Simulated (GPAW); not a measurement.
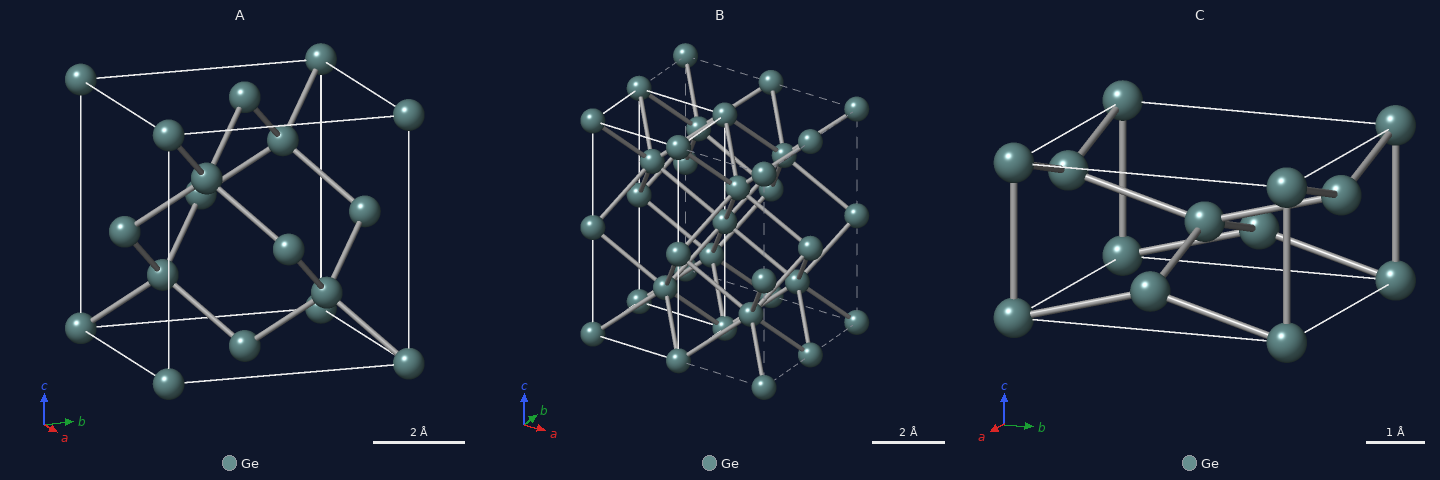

Three structures of Ge, each relaxed (cell and atoms) at zero pressure; conventional cells in solid outline, small ones repeated, each panel with its own scale. Alike in all runs: GPAW 26.7.0; functional PBEsol; dispersion D4; potentials PAW data sets generated in the run's folder for this functional; cutoff 600 eV; occupations fermi-dirac, width 0.05 eV; no spin polarisation; no spin-orbit coupling. The k meshes have like spacings.

Name the structure in each panel.

Answer. A: diamond, Fd-3m; B: 4 atoms a cell on a primitive hexagonal lattice, P6₃/mmc; C: β-tin type, I4₁/amd.

Which of these is lowest in energy, and how far above it do the others lie?

Answer. A, then C (+106 meV/atom) and B (+129 meV/atom), static energies at zero smearing.

Could pressure favour another of these structures?

Answer. C is denser (17.9 against 22.5 Å³/atom), so pressure favours it. Setting PΔV equal to ΔE at fixed volumes gives a first estimate of 3.7 GPa for the crossing; compression of both forms, other phases and heat would move it.

Collect the results in a table.

Answer.
| panel | space group | E − E(lowest) (meV/atom) | volume (Å³/atom) | gap (eV) |
| --- | --- | --- | --- | --- |
| A | Fd-3m | 0 | 22.5 | 0.08 |
| C | I4₁/amd | 106 | 17.9 | metal |
| B | P6₃/mmc | 129 | 19.0 | metal |

The starts are database entries or structure types tried for this composition, and the most stable form need not be among them. Gaps are the least found on the k-mesh, which misses some points of high symmetry; where the band edges lie there, the true gap is smaller, at times by an eV.

Caveat: semilocal functionals underestimate gaps, so a compound with a small gap can come out metallic; later steps reuse the first step's grids; gaps of a few tenths of an eV or less are fragile: at this level of theory the bands may already be inverted off the mesh, while measured gaps, where the compound is known, are often wider than semilocal functionals give.
